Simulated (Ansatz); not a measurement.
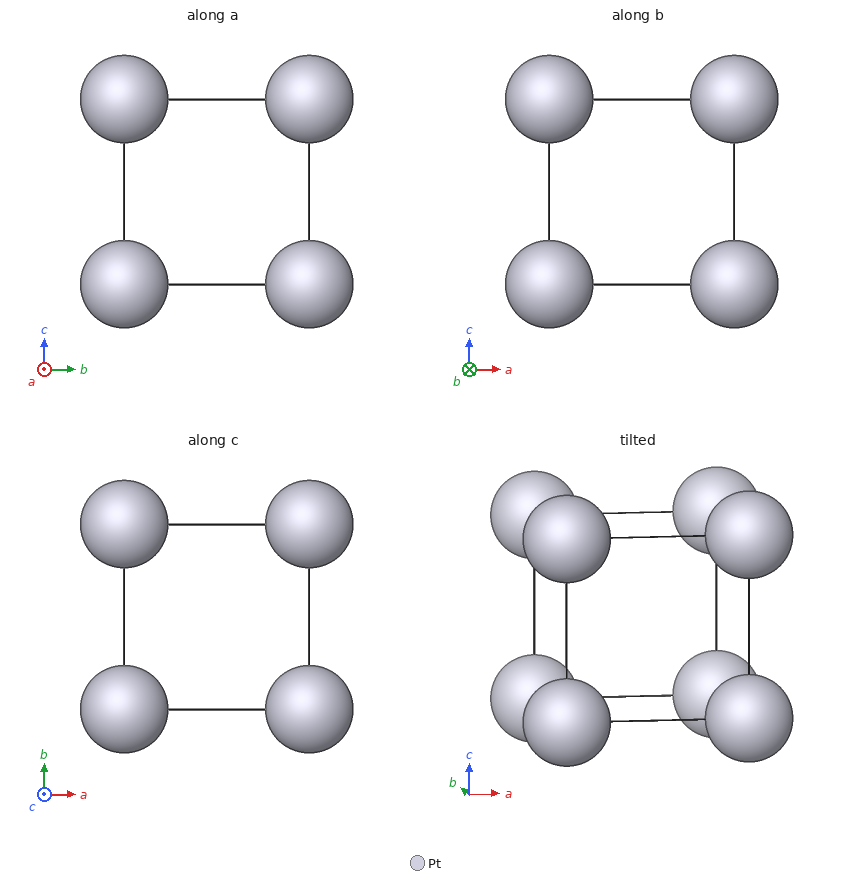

An orthographic spheres-only view of the structure, along the a axis, along the b axis, along the c axis and slightly off an axis. The conventional unit cell is outlined; an atom on or near a face, edge or corner is repeated at each equivalent position.

Lattice parameters: a = 2.6878 Å, b = 2.6878 Å, c = 2.6878 Å, α = 90.000°, β = 90.000°, γ = 90.000°.

Write down what is shown as a CIF with its space group and independent sites.

Answer.
```cif
data_structure
_symmetry_space_group_name_H-M 'P m -3 m'
_symmetry_Int_Tables_number 221
_cell_length_a 2.6878
_cell_length_b 2.6878
_cell_length_c 2.6878
_cell_angle_alpha 90.000
_cell_angle_beta 90.000
_cell_angle_gamma 90.000
_cell_volume 19.42
loop_
_atom_site_label
_atom_site_type_symbol
_atom_site_symmetry_multiplicity
_atom_site_Wyckoff_symbol
_atom_site_fract_x
_atom_site_fract_y
_atom_site_fract_z
_atom_site_occupancy
Pt1 Pt 1 a 0.0000 0.0000 0.0000 1
```

Its origin is a structure type filled with this element by a generator (whether the element takes this form wasn't checked). Earlier steps of the study may have refined or changed the cell and positions. A calculation with Ansatz used it as input.

At this level of theory the cell isn't at rest (stretched, at -18 GPa), so its distances can differ from those at equilibrium, the more so the softer the solid.
